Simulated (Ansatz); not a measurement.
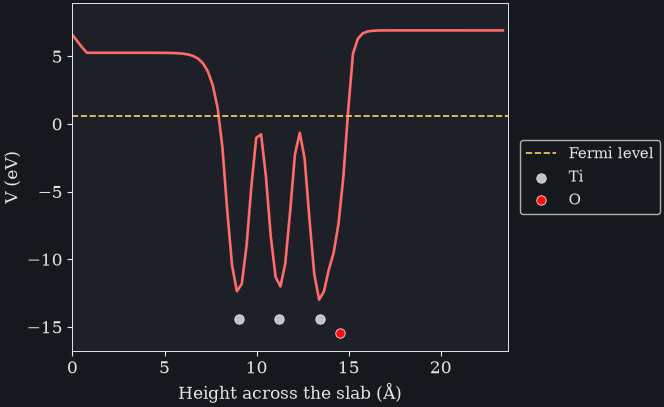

Plane-averaged electrostatic potential energy of an electron across the slab; circles at the bottom mark the heights of the atoms (positions after relaxation). System: a (001) slab cut from Ti (P6_3/mmc), of composition Ti$_{3}$O (not the bulk's), ended by Ti planes, 4 atoms in the cell. Ansatz; DFT r2SCAN, scalar-relativistic, plane waves, PAW, no spin polarisation, 12×12×1 k mesh, 500 eV cutoff, Gaussian smearing of 0.1 eV.

The work function is 6.33 eV at the right face and 4.68 eV at the left. The vacuum level is 1.66 eV higher at the right than at the left, so the slab carries a dipole along its normal; the ramp in the vacuum, at or near the edge of the plot, is the dipole correction that keeps each side flat. Some atoms were held fixed in the relaxation, which can itself make the faces differ. The outermost atoms are 5.5 Å apart, which leaves 18.2 Å of vacuum in a cell 23.6 Å high.
